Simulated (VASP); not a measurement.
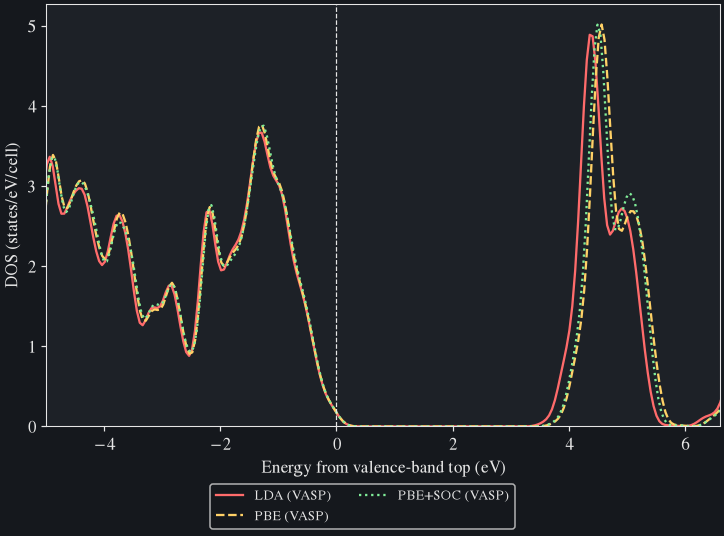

Total densities of states of HfO$_{2}$, space group Fm-3m, 3 atoms in the cell, fluorite type, by three methods on the same cell. The curves are built from the levels of the k mesh with Gaussians 0.3 eV wide, which also blur the band edges. Each is counted from its own valence-band top.

What changes from one method to the other?

Answer. LDA (VASP) gives a gap of 3.61 eV, PBE (VASP) gives a gap of 3.82 eV and PBE+SOC (VASP) gives a gap of 3.80 eV.

Settings. LDA (VASP): DFT, LDA, plane waves, PAW, 8×8×8 k mesh, 520 eV cutoff, Gaussian smearing of 0.01 eV (VASP 6.6.1). PBE (VASP): DFT, PBE, plane waves, PAW, 8×8×8 k mesh, 520 eV cutoff (VASP 6.6.1). PBE+SOC (VASP): DFT, PBE with spin-orbit coupling, plane waves, PAW, 8×8×8 k mesh, 520 eV cutoff, Gaussian smearing of 0.01 eV (VASP 6.6.1).
